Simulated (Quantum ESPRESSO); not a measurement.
**Single-point calculation, with input and output: GaN (part 2 of 2)**

Continued. System: GaN (P6₃mc, 4 atoms in the cell). Method: Kohn-Sham DFT of a periodic cell, PBEsol, PseudoDojo 0.4 SR PBEsol stringent, no spin polarisation (Quantum ESPRESSO 7.5); cutoff 1551.05 eV, 10×10×5 k-mesh, fermi-dirac of 0.05 eV. The structure derives from an entry of the Crystallography Open Database. The volume is scaled by 0.98.

Geometry of the input (Å; fractional positions):
```
3.1587  0.0000  0.0000
-1.5793  2.7355  0.0000
0.0000  0.0000  5.1313
Ga 0.6667  0.3333  0.5000
Ga 0.3333  0.6667  0.0000
N  0.6667  0.3333  0.8750
N  0.3333  0.6667  0.3750
```

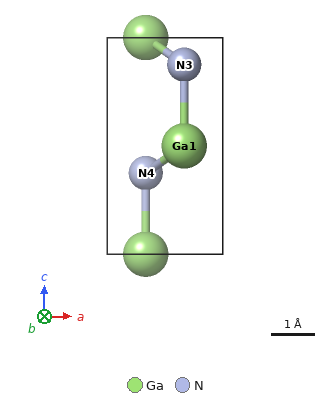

*The structure as given in the input (ball-and-stick view of the cell of the calculation, along the b axis; atoms are numbered from 1 in the order of the input). An atom can appear more than once, as a periodic image.*

Log, continued:
```
  -129.6241-129.6241 -80.5429 -80.5427 -80.5423 -80.5420 -80.5417 -80.5408
    -3.3731  -3.0024  -1.3982  -1.3577  -1.3193  -1.2431  -1.2122  -1.1746
    -1.1290  -1.0577  -0.8609   0.4473   6.0552   7.6337   8.2689   9.8726
    11.0056  11.2242  16.6091  18.0486  19.2571  20.4677  22.1620  23.0767
    23.3097  25.0625  25.3390  28.8951

          k = 0.0000 0.3464 0.2462 (  6132 PWs)   bands (ev):

  -129.6241-129.6241 -80.5429 -80.5428 -80.5422 -80.5421 -80.5414 -80.5410
    -3.2082  -3.0660  -1.3936  -1.3608  -1.3219  -1.2777  -1.2014  -1.1838
    -1.1093  -1.0822  -0.6102  -0.1410   6.5462   7.2198   9.1901  10.2573
    10.4534  10.7702  16.7694  17.5827  19.6436  20.2415  21.9713  22.4767
    23.6879  24.4379  26.3338  27.9925

          k = 0.0000 0.4619 0.0000 (  6162 PWs)   bands (ev):

  -129.6241-129.6241 -80.5432 -80.5430 -80.5424 -80.5420 -80.5417 -80.5409
    -3.2238  -2.9602  -1.3920  -1.3662  -1.2740  -1.2154  -1.1794  -1.1665
    -1.0933  -1.0396  -0.3748   0.8394   5.7066   6.9146   7.5510   9.3413
    10.1916  11.1528  17.1244  17.8117  18.3382  20.7453  22.5620  22.6099
    24.1875  25.6250  26.0132  28.7468

          k = 0.0000 0.4619 0.1231 (  6152 PWs)   bands (ev):

  -129.6241-129.6241 -80.5432 -80.5430 -80.5424 -80.5420 -80.5415 -80.5409
    -3.1764  -2.9633  -1.4018  -1.3472  -1.2975  -1.2306  -1.1937  -1.1340
    -1.0910  -1.0494  -0.3069   0.6679   5.5043   6.7332   8.0701   9.4919
    10.4834  10.9496  16.6082  17.4561  19.3570  20.3303  22.4166  22.9535
    23.4173  25.5626  25.6968  29.3833

          k = 0.0000 0.4619 0.2462 (  6140 PWs)   bands (ev):

  -129.6241-129.6241 -80.5432 -80.5431 -80.5423 -80.5422 -80.5413 -80.5410
    -3.0733  -2.9920  -1.4056  -1.3689  -1.2975  -1.2375  -1.1811  -1.1359
    -1.0830  -1.0682  -0.0878   0.2792   5.5624   6.0538   9.3909   9.9035
    10.4277  10.4557  16.3723  17.0647  19.7714  20.2585  22.1550  22.2707
    23.8246  24.8661  26.4655  28.1106

          k = 0.0000-0.5774 0.0000 (  6128 PWs)   bands (ev):

  -129.6241-129.6241 -80.5433 -80.5431 -80.5425 -80.5420 -80.5415 -80.5410
    -3.1510  -2.9530  -1.3963  -1.3666  -1.2652  -1.2194  -1.1615  -1.1546
    -1.0732  -1.0354   0.1051   0.6579   5.4412   6.6786   7.6697   9.1999
     9.7187  11.0564  17.1026  17.7464  18.1238  20.8691  22.5031  22.5658
    24.5561  25.6687  26.2984  29.0506

          k = 0.0000-0.5774 0.1231 (  6152 PWs)   bands (ev):

  -129.6241-129.6241 -80.5433 -80.5431 -80.5424 -80.5421 -80.5415 -80.5410
    -3.1129  -2.9525  -1.4068  -1.3459  -1.2908  -1.2357  -1.1769  -1.1172
    -1.0723  -1.0449   0.1414   0.5966   5.2080   6.2313   8.3433   9.3537
    10.1452  10.8471  16.6106  17.1544  19.4437  20.2832  22.5295  22.8777
    23.3507  25.8398  25.9370  29.7918

          k = 0.0000-0.5774 0.2462 (  6158 PWs)   bands (ev):

  -129.6241-129.6241 -80.5433 -80.5433 -80.5423 -80.5422 -80.5412 -80.5411
    -3.0313  -2.9698  -1.4122  -1.3745  -1.2913  -1.2250  -1.1707  -1.1176
    -1.0688  -1.0602   0.2554   0.4337   5.1265   5.5242   9.5754   9.7744
    10.3398  10.3868  16.2154  16.8523  19.7860  20.1998  22.1008  22.2996
    23.8357  24.9977  26.7105  28.3162

          k = 0.1000 0.1732 0.0000 (  6132 PWs)   bands (ev):

  -129.6242-129.6241 -80.5424 -80.5422 -80.5421 -80.5420 -80.5418 -80.5405
    -3.8479  -3.0601  -1.4245  -1.4057  -1.3589  -1.3429  -1.2960  -1.1946
    -1.1719  -1.1080  -1.0552   0.4440   5.1697   9.2907   9.9185  10.6542
    11.6928  11.7131  15.7600  17.9164  20.4910  20.5261  22.8510  22.8974
    23.0238  24.5753  25.6261  26.2031

          k = 0.1000 0.1732 0.1231 (  6145 PWs)   bands (ev):

  -129.6242-129.6241 -80.5424 -80.5422 -80.5421 -80.5419 -80.5419 -80.5407
    -3.7410  -3.0942  -1.4191  -1.3999  -1.3539  -1.3528  -1.2969  -1.1628
    -1.1576  -1.1195  -1.0616   0.0518   5.8304   9.4703   9.6680  10.5237
    11.4972  11.5614  16.1196  17.9660  20.1090  20.5593  22.2156  22.7698
    23.0756  24.1941  26.5717  26.6877

          k = 0.1000 0.1732 0.2462 (  6129 PWs)   bands (ev):

  -129.6241-129.6241 -80.5423 -80.5422 -80.5421 -80.5419 -80.5415 -80.5410
    -3.4810  -3.2272  -1.4007  -1.3831  -1.3751  -1.3587  -1.2529  -1.1789
    -1.1203  -1.0954  -1.0019  -0.6046   7.2357   8.6591   9.9959  10.6448
    10.9101  11.1891  16.9928  17.8066  19.6883  20.1525  21.9508  22.5455
    23.1420  23.5818  27.8419  27.9991

          k = 0.1000 0.2887 0.0000 (  6146 PWs)   bands (ev):

  -129.6242-129.6241 -80.5427 -80.5425 -80.5423 -80.5419 -80.5419 -80.5407
    -3.5517  -3.0054  -1.3899  -1.3861  -1.3065  -1.2785  -1.2138  -1.1603
    -1.1497  -1.1023  -1.0182   0.6749   5.6751   7.9463   8.8068   9.8396
    11.2417  11.2928  16.7903  18.6216  19.4016  20.2380  22.1843  22.8560
    23.2216  25.2659  25.5519  26.8021

          k = 0.1000 0.2887 0.1231 (  6142 PWs)   bands (ev):

  -129.6241-129.6241 -80.5427 -80.5425 -80.5422 -80.5420 -80.5418 -80.5408
    -3.4684  -3.0238  -1.3901  -1.3764  -1.3238  -1.2896  -1.2042  -1.1798
    -1.1319  -1.0902  -0.9730   0.3365   6.0996   8.2063   8.6149   9.8332
    11.0727  11.2392  16.7977  18.6744  19.2840  20.2379  21.9412  22.6998
    23.2757  24.7735  25.9725  27.3392

          k = 0.1000 0.2887 0.2462 (  6136 PWs)   bands (ev):

  -129.6241-129.6241 -80.5427 -80.5426 -80.5422 -80.5421 -80.5414 -80.5410
    -3.2760  -3.1045  -1.3798  -1.3535  -1.3426  -1.3124  -1.2145  -1.2057
    -1.1097  -1.0918  -0.7503  -0.2858   6.9230   7.7475   9.3392  10.0997
    10.5221  10.7176  17.2235  18.1014  19.5332  20.0810  21.7374  22.2738
    23.5830  24.1611  26.9416  27.9485

          k = 0.1000 0.4041 0.0000 (  6156 PWs)   bands (ev):

  -129.6241-129.6241 -80.5430 -80.5428 -80.5424 -80.5420 -80.5417 -80.5408
    -3.2859  -2.9685  -1.3938  -1.3637  -1.2657  -1.2206  -1.2094  -1.1683
    -1.1132  -1.0572  -0.6101   0.8709   5.9904   7.0117   7.8505   9.1065
    10.5537  10.9121  17.5410  18.3696  18.5126  20.5479  22.0332  22.9023
    23.4525  25.6399  26.0722  28.0834

          k = 0.1000 0.4041 0.1231 (  6160 PWs)   bands (ev):

  -129.6241-129.6241 -80.5431 -80.5429 -80.5424 -80.5421 -80.5416 -80.5409
    -3.2306  -2.9741  -1.3859  -1.3631  -1.2951  -1.2259  -1.2097  -1.1610
    -1.1034  -1.0690  -0.5347   0.6367   5.8783   7.1782   8.0512   9.2209
    10.6159  10.8264  17.0404  18.2607  19.1299  20.4287  21.9485  22.5361
    23.5358  25.2168  26.1569  28.3523

          k = 0.1000 0.4041 0.2462 (  6144 PWs)   bands (ev):

  -129.6241-129.6241 -80.5431 -80.5430 -80.5423 -80.5422 -80.5413 -80.5410
    -3.1093  -3.0116  -1.3848  -1.3545  -1.3114  -1.2599  -1.1961  -1.1702
    -1.0921  -1.0803  -0.2875   0.1446   6.0585   6.5914   9.2091   9.7085
    10.0842  10.6124  16.9475  17.6891  19.7507  20.4024  21.7714  21.8969
    23.8794  24.6474  26.7208  27.8569

          k = 0.1000 0.5196 0.0000 (  6155 PWs)   bands (ev):

  -129.6241-129.6241 -80.5432 -80.5430 -80.5425 -80.5421 -80.5416 -80.5410
    -3.1461  -2.9555  -1.4040  -1.3577  -1.2483  -1.2169  -1.1708  -1.1621
    -1.0873  -1.0481   0.0013   0.7879   5.6092   6.8096   7.6570   8.7803
     9.8217  10.6904  17.7328  17.9395  18.2913  20.7718  22.1416  22.5720
    24.4548  25.7501  26.0797  29.3564

          k = 0.1000 0.5196 0.1231 (  6150 PWs)   bands (ev):

  -129.6241-129.6241 -80.5433 -80.5431 -80.5425 -80.5422 -80.5414 -80.5410
    -3.1082  -2.9541  -1.3957  -1.3560  -1.2841  -1.2205  -1.1870  -1.1275
    -1.0846  -1.0607   0.0533   0.6953   5.3828   6.4080   8.2297   9.0213
    10.1764  10.4948  16.9648  17.8487  19.3747  20.2911  22.0662  22.3611
    24.0463  25.5904  26.1502  29.3692

          k = 0.1000 0.5196 0.2462 (  6163 PWs)   bands (ev):

  -129.6241-129.6241 -80.5433 -80.5432 -80.5424 -80.5423 -80.5412 -80.5411
    -3.0279  -2.9690  -1.3951  -1.3608  -1.3032  -1.2340  -1.1724  -1.1312
    -1.0805  -1.0731   0.2135   0.4616   5.3244   5.7268   9.0698   9.7507
     9.8801  10.5510  16.6703  17.3773  19.8817  20.4069  21.4884  21.9553
    24.1623  24.9755  26.8572  28.1590

          k = 0.2000 0.3464 0.0000 (  6164 PWs)   bands (ev):

  -129.6241-129.6241 -80.5429 -80.5428 -80.5424 -80.5421 -80.5418 -80.5408
    -3.3100  -2.9723  -1.4066  -1.3385  -1.2697  -1.2391  -1.2222  -1.1572
    -1.1209  -1.0780  -0.6781   0.8790   6.0859   7.5174   7.6166   8.9629
    10.5853  10.7121  17.8684  18.5451  19.6913  19.6980  21.9174  22.5441
    23.0342  26.1051  26.1168  27.0700

          k = 0.2000 0.3464 0.1231 (  6149 PWs)   bands (ev):

  -129.6241-129.6241 -80.5429 -80.5428 -80.5424 -80.5422 -80.5416 -80.5408
    -3.2515  -2.9787  -1.3874  -1.3525  -1.2824  -1.2680  -1.1863  -1.1824
    -1.1009  -1.0944  -0.6020   0.6224   6.0997   7.4359   8.1552   8.8800
    10.3314  10.8985  17.6306  18.4939  19.8351  19.8588  21.7512  22.0518
    23.2797  25.5379  26.3762  27.4600

          k = 0.2000 0.3464 0.2462 (  6138 PWs)   bands (ev):

  -129.6241-129.6241 -80.5429 -80.5429 -80.5424 -80.5423 -80.5413 -80.5410
    -3.1231  -3.0192  -1.3586  -1.3471  -1.3108  -1.2884  -1.2117  -1.1954
    -1.0926  -1.0868  -0.3504   0.0977   6.3683   6.8990   9.1335   9.4094
     9.8069  10.6369  17.5959  18.1251  20.0555  20.0601  21.4874  21.5728
    23.7383  24.6078  27.0274  27.6825

          k = 0.2000 0.4619 0.0000 (  6159 PWs)   bands (ev):

  -129.6241-129.6241 -80.5431 -80.5430 -80.5426 -80.5423 -80.5416 -80.5410
    -3.1376  -2.9601  -1.4266  -1.3098  -1.2295  -1.2180  -1.2021  -1.1695
    -1.1058  -1.0728  -0.1087   0.9395   6.0542   6.8667   7.7621   8.0919
     9.9825  10.0686  17.7297  18.7844  19.3903  20.4289  21.7741  22.5952
    23.5065  25.8005  26.2223  28.4227

          k = 0.2000 0.4619 0.1231 (  6151 PWs)   bands (ev):

  -129.6241-129.6241 -80.5431 -80.5430 -80.5426 -80.5423 -80.5414 -80.5410
    -3.1002  -2.9571  -1.4025  -1.3310  -1.2675  -1.2216  -1.1905  -1.1603
    -1.0963  -1.0889  -0.0411   0.8060   5.8117   6.6479   7.9535   8.5945
     9.7355  10.4020  17.7059  18.6343  19.5218  20.3785  21.6423  21.8264
    23.8704  25.7824  26.4054  28.1723

          k = 0.2000 0.4619 0.2462 (  6158 PWs)   bands (ev):

  -129.6241-129.6241 -80.5431 -80.5431 -80.5425 -80.5424 -80.5412 -80.5410
    -3.0221  -2.9678  -1.3583  -1.3423  -1.3082  -1.2531  -1.1873  -1.1719
    -1.0957  -1.0825   0.1656   0.4881   5.7516   6.1106   8.3535   9.0244
     9.8578  10.6166  17.6112  18.1443  19.9406  20.5101  20.9702  21.4323
    24.2827  25.0987  26.9971  27.6593

          k = 0.2000 0.5774 0.0000 (  6150 PWs)   bands (ev):

  -129.6241-129.6241 -80.5432 -80.5430 -80.5427 -80.5423 -80.5414 -80.5411
    -3.0746  -2.9627  -1.4347  -1.3052  -1.2157  -1.2113  -1.1803  -1.1699
    -1.1095  -1.0701   0.3312   0.7829   5.8545   6.8045   7.4609   8.3505
     9.4771   9.8683  17.4161  19.1856  19.2207  20.6292  21.8787  22.3504
    24.7451  25.0829  25.9051  30.2932

          k = 0.2000 0.5774 0.1231 (  6160 PWs)   bands (ev):

  -129.6241-129.6241 -80.5432 -80.5430 -80.5427 -80.5424 -80.5413 -80.5411
    -3.0458  -2.9554  -1.4090  -1.3254  -1.2667  -1.1971  -1.1946  -1.1314
    -1.1075  -1.0903   0.3681   0.7406   5.6288   6.3764   7.5831   9.0048
     9.4882  10.0358  17.4696  19.1646  19.3229  20.1661  21.6141  21.9671
    24.6260  25.4252  26.3277  29.2097

          k = 0.2000 0.5774 0.2462 (  6166 PWs)   bands (ev):

  -129.6241-129.6241 -80.5432 -80.5431 -80.5426 -80.5425 -80.5412 -80.5411
    -2.9877  -2.9532  -1.3621  -1.3319  -1.3209  -1.2437  -1.1652  -1.1422
    -1.1010  -1.0971   0.4749   0.6214   5.4712   5.7531   8.0668   8.7907
    10.0844  10.5405  17.5023  18.2563  20.0283  20.0964  21.0922  21.3812
    24.7578  25.3134  27.0398  27.8120

          k = 0.3000 0.5196 0.0000 (  6150 PWs)   bands (ev):

  -129.6241-129.6241 -80.5431 -80.5429 -80.5428 -80.5425 -80.5414 -80.5411
    -3.0377  -2.9755  -1.4484  -1.2503  -1.2140  -1.2065  -1.1943  -1.1799
    -1.1260  -1.0829   0.4236   0.8338   6.3990   6.4594   7.1007   8.4884
     9.3505   9.3958  17.1685  19.7615  20.2661  20.2991  21.8775  22.2358
    24.2265  25.3320  25.4801  29.7200

          k = 0.3000 0.5196 0.1231 (  6171 PWs)   bands (ev):

  -129.6241-129.6241 -80.5430 -80.5430 -80.5428 -80.5425 -80.5413 -80.5411
    -3.0140  -2.9639  -1.4204  -1.2890  -1.2599  -1.2092  -1.1630  -1.1614
    -1.1176  -1.1095   0.4608   0.7977   6.0434   6.3097   7.0395   9.0100
     9.1961   9.8809  17.6395  19.2542  20.0247  20.2108  21.4905  21.6768
    24.6867  25.7774  25.9234  28.7951

          k = 0.3000 0.5196 0.2462 (  6171 PWs)   bands (ev):

  -129.6241-129.6241 -80.5430 -80.5430 -80.5428 -80.5426 -80.5411 -80.5411
    -2.9692  -2.9502  -1.3471  -1.3241  -1.3088  -1.2517  -1.1602  -1.1586
    -1.1180  -1.1077   0.5634   0.6952   5.7259   5.8639   7.4976   8.2671
    10.2037  10.5098  18.3783  18.4866  19.4436  19.9096  21.1783  21.3673
    25.1700  25.9599  26.6041  27.2923

     the Fermi energy is    13.1928 ev

!    total energy              =   -1033.38937519 Ry
     estimated scf accuracy    <          3.0E-10 Ry
     smearing contrib. (-TS)   =      -0.00000000 Ry
     internal energy E=F+TS    =   -1033.38937519 Ry

     The total energy is F=E-TS. E is the sum of the following terms:
     one-electron contribution =    -770.67500796 Ry
     hartree contribution      =     397.85643444 Ry
     xc contribution           =    -113.94319047 Ry
     ewald contribution        =    -546.62761120 Ry

     convergence has been achieved in   9 iterations

     Forces acting on atoms (cartesian axes, Ry/au):

     atom    1 type  1   force =     0.00000000    0.00000000   -0.00539814
     atom    2 type  1   force =     0.00000000   -0.00000000   -0.00539814
     atom    3 type  2   force =     0.00000000    0.00000000    0.00539814
     atom    4 type  2   force =     0.00000000    0.00000000    0.00539814

     Total force =     0.010796     Total SCF correction =     0.000011

     Computing stress (Cartesian axis) and pressure

          total   stress  (Ry/bohr**3)                   (kbar)     P=       49.24
   0.00028465  -0.00000000  -0.00000000           41.87       -0.00       -0.00
  -0.00000000   0.00028465  -0.00000000           -0.00       41.87       -0.00
  -0.00000000  -0.00000000   0.00043488           -0.00       -0.00       63.97

=------------------------------------------------------------------------------=
   JOB DONE.
=------------------------------------------------------------------------------=
```

Key numbers:

```json
{"quantity": "outcome", "value": "converged"}
{"quantity": "space group (tolerance 0.01 Å)", "value": "P6₃mc (186)"}
{"quantity": "electrons treated", "value": "52"}
{"quantity": "free energy", "value": "−14059.9787 eV"}
{"quantity": "Fermi energy", "value": "13.193 eV"}
{"quantity": "gap on the k-point mesh", "value": "2.08 eV"}
{"quantity": "pressure", "value": "4.92 GPa"}
{"quantity": "largest force (length of the vector)", "value": "0.139 eV/Å"}
{"quantity": "hardware", "value": "1 thread of AMD EPYC (Zen 3), 24 GiB of memory available, shared host"}
{"quantity": "wall time", "value": "96 s"}
{"quantity": "peak memory", "value": "0.22 GiB"}
```
